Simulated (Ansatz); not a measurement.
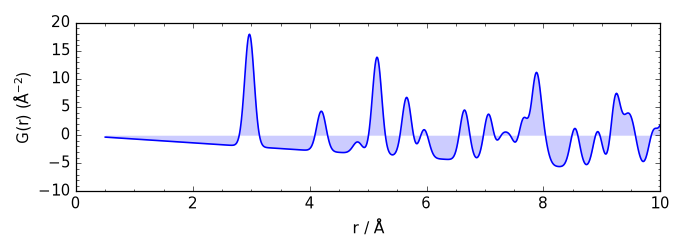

Computed X-ray G(r), with each pair weighted by the product of the atomic numbers (X-ray weights at Q = 0) and a uniform peak width σ = 0.08 Å.

Candidate structures:

A. 
Space group P6_3/mmc (No. 194). a = 2.978 Å, b = 2.978 Å, c = 4.818 Å, α = 90.00°, β = 90.00°, γ = 120.00°
```
atom  site  symmetry       x       y       z
  Ag    2c      -6m2  0.3333  0.6667  0.2500
```

B. 
```
CELL_PARAMETERS angstrom
6.03622 0.00000 0.00000
0.00000 6.03622 0.00000
0.00000 0.00000 6.03622
ATOMIC_POSITIONS crystal
Ag 0.75000 0.75000 0.75000
Ag 0.00000 0.50000 0.00000
Ag 0.75000 0.25000 0.25000
Ag 0.00000 0.00000 0.50000
Ag 0.25000 0.75000 0.25000
Ag 0.50000 0.50000 0.50000
Ag 0.25000 0.25000 0.75000
Ag 0.50000 0.00000 0.00000
```

Origins: A, the geometry relaxed with DFT, revPBE, plane waves (420 eV) with PAW, scalar-relativistic (Ansatz 0.2.0); the starting structure was generated, so it need not be a known form of this composition; B, the geometry relaxed with DFT, PBEsol, plane waves (420 eV) with PAW, scalar-relativistic in Ansatz 0.2.0; the starting structure was generated, so it need not be a known form of this composition.

Which candidate gives this PDF?

Answer. Candidate A, Ag, P6_3/mmc (first clear peaks at 2.97 Å (Ag–Ag) and 4.20 Å (Ag–Ag)). B would give first clear peaks at 2.61 Å (Ag–Ag) and 4.27 Å (Ag–Ag).
